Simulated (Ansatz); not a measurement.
## Electronic structure of Al6H (slab) in real space

Input file:

```
crystal:
  lattice:
    - [5.7135165837, 0.0, 0.0]
    - [0.0, 5.7135165837, 0.0]
    - [0.0, 0.0, 22.1746954317]
  atoms:
    - { symbol: Al, position: [0.25, 0.25, 0.1803857921] }
    - { symbol: Al, position: [0.25, 0.75, 0.1803857921] }
    - { symbol: Al, position: [0.75, 0.25, 0.1803857921] }
    - { symbol: Al, position: [0.75, 0.75, 0.1803857921] }
    - { symbol: Al, position: [0.0, 0.0, 0.2744050922] }
    - { symbol: Al, position: [0.0, 0.5, 0.2744050922] }
    - { symbol: Al, position: [0.5, 0.0, 0.2744050922] }
    - { symbol: Al, position: [0.5, 0.5, 0.2744050922] }
    - { symbol: Al, position: [0.25, 0.25, 0.3686497277] }
    - { symbol: Al, position: [0.25, 0.75, 0.3686497277] }
    - { symbol: Al, position: [0.75, 0.25, 0.3686497277] }
    - { symbol: Al, position: [0.75, 0.75, 0.3686497277] }
    - { symbol: H, position: [0.25, 0.8691698905, 0.4466665827] }
    - { symbol: H, position: [0.25, 1.1308301095, 0.4466665827] }
basis:
  ecutwfc: 420
kpoints:
  mp_grid: { grid: [5, 5, 1] }
hamiltonian:
  xc: pbe
  pseudopotentials: { kind: paw, azcp: { folder: soft_1 } }
scf:
  occupations: { method: gaussian, width: 0.1 }
output:
  forces: true
  eigenvalues: true
  write_density: true
  write_potential: true
  elf: true
  volumetric_format: npy
efield:
  axis: 3
  dipole_correction: true
  ramp_width: 0.04
```

Command:

```sh
ansatz run input.yaml --threads 1 --pin off --max-ram 3072MiB --backend cpu --events-out ev --progress --plain --runs-dir out
```

A point of a scan over the structure, not its minimum; not relaxed (largest force 1.0 eV/Å); PAW files of the earlier set (soft_1).

Level of theory: DFT PBE, scalar-relativistic, plane waves, PAW in Ansatz.

Core electrons are frozen (PAW), and the valence fields are smoothed inside the atomic spheres.

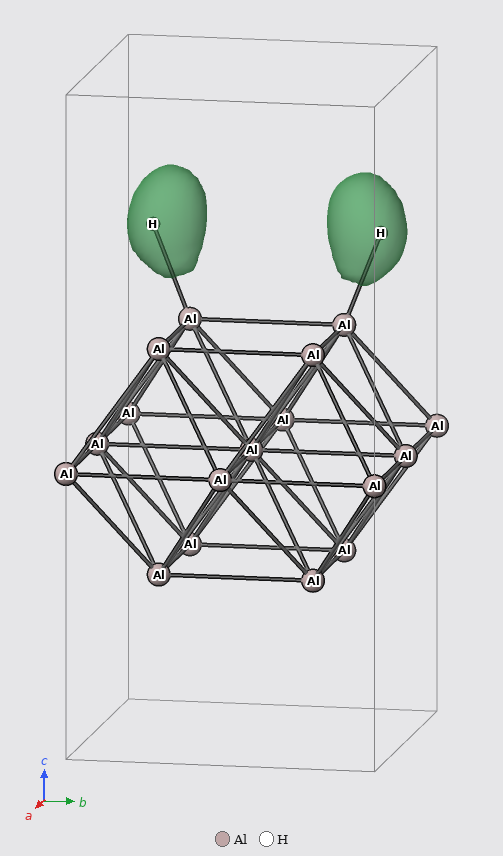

Figure 1. Isosurface of the electron localisation function at 0.9 (green), seen slightly off an axis. Only the valence region is drawn (cores and ρ < 0.01 e/Å³ removed). Sticks mark near contacts.

> Where are the electrons localised?

At this value the surface marks out two regions around hydrogen nuclei, counted in one cell of 14 atoms. Counts are for one cell; the picture repeats the cell along the surface. Profiles from the grid: Al–H (1.86 Å): the ELF climbs to about 1 towards the hydrogen. Al–Al (2.86 Å): the ELF peaks at about 0.75 between the atoms.

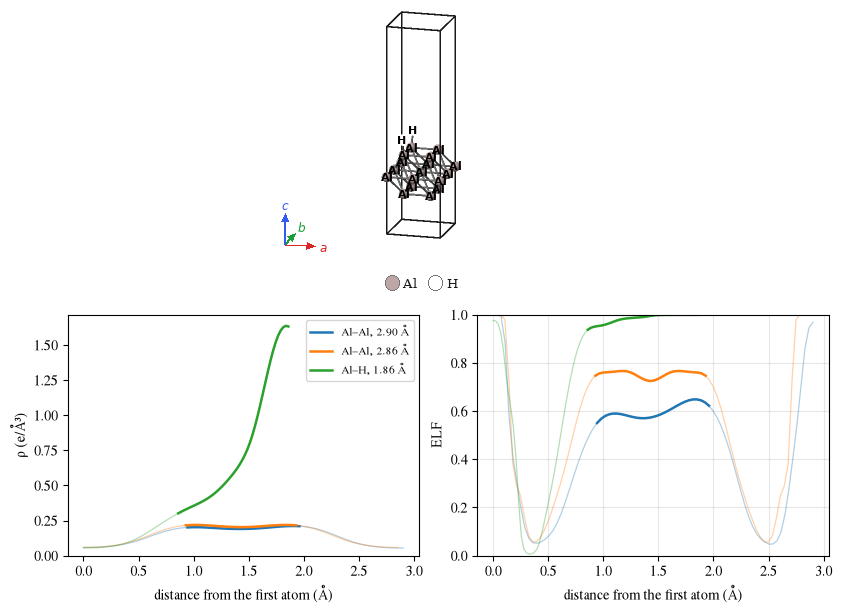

Figure 2. Valence pseudo-density and electron localisation function along straight lines between neighbouring atoms. Thin, pale parts lie inside the atomic spheres. The structure is drawn too.

> What can be read from the curves?

Al–Al (2.90 Å): the density is about 0.19 e/Å³ at the midpoint; the ELF peaks at about 0.65 between the atoms.
Al–Al (2.86 Å): ρ is about 0.2 e/Å³ halfway; the ELF peaks at about 0.75 between the atoms.
Al–H (1.86 Å): ρ is about 0.33 e/Å³ halfway; the ELF climbs to about 1 towards the hydrogen.

> Does the calculation make it a metal, or give it a gap?

It is gapless in this calculation (a metal or semimetal).
